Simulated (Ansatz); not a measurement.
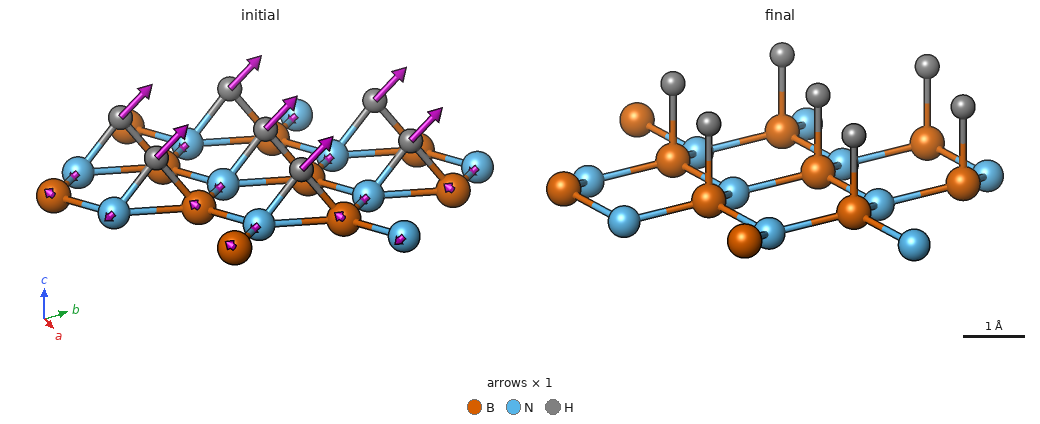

The structure of a slab of composition B₃HN₃ (cut from the R3m phase) before (left) and after (right) a constrained relaxation, at one scale. The purple arrows give the displacements, at their true length.

The picture is a ball-and-stick view of the atoms within 4.2 Å of the atom that moves most (axes of the 3 × 3 repeat of the cell, outlined in the plane, without the vacuum), seen slightly off an axis.

Case: H put at a bridge B-N site. The slab is the (0 0 1) face of BN with H on it. 2 atoms are held fixed.

These are results of DFT PBE+D3(BJ), scalar-relativistic, plane waves, PAW in Ansatz, not measurements. Settings: plane-wave cutoff 420 eV; k-point mesh 12 × 12 × 1; occupations gaussian; smearing width 0.05 eV; collinear spin; dipole correction; atoms relaxed in a fixed cell; force threshold 0.03 eV/Å; at most 70 steps.

What changed between the two?

After 8 accepted moves (9 points after the start) the energy has fallen by 1.473 eV per cell of the calculation. The largest force component goes from 5.1 to 0.0085 eV/Å. The line search rejected the trial step at point 7 of the run. The largest move is that of the H atom, 0.78 Å at 45° to the normal (+c side). Largest moves by element: H 0.78 Å, N 0.22 Å, B 0.21 Å. The cell doesn't change. Some distances before and after: H–N 1.155 → 2.148 Å, B–H 1.156 → 1.322 Å, B–N 1.447 → 1.471 Å. Among the angles between lasting bonds that change: N–B–H 108.2° → 100.4°, N–B–N 120.0° → 116.8°, B–N–B 120.0° → 116.8°. The program noted that the starting moments weren't kept. The run took 9.3 min on 1 thread of Arm Neoverse V1, on a shared host, peak memory 0.52 GiB.

Limits of the set-up: the periodic images lie only 2.5 Å apart, so the values are limited by the cell's size.
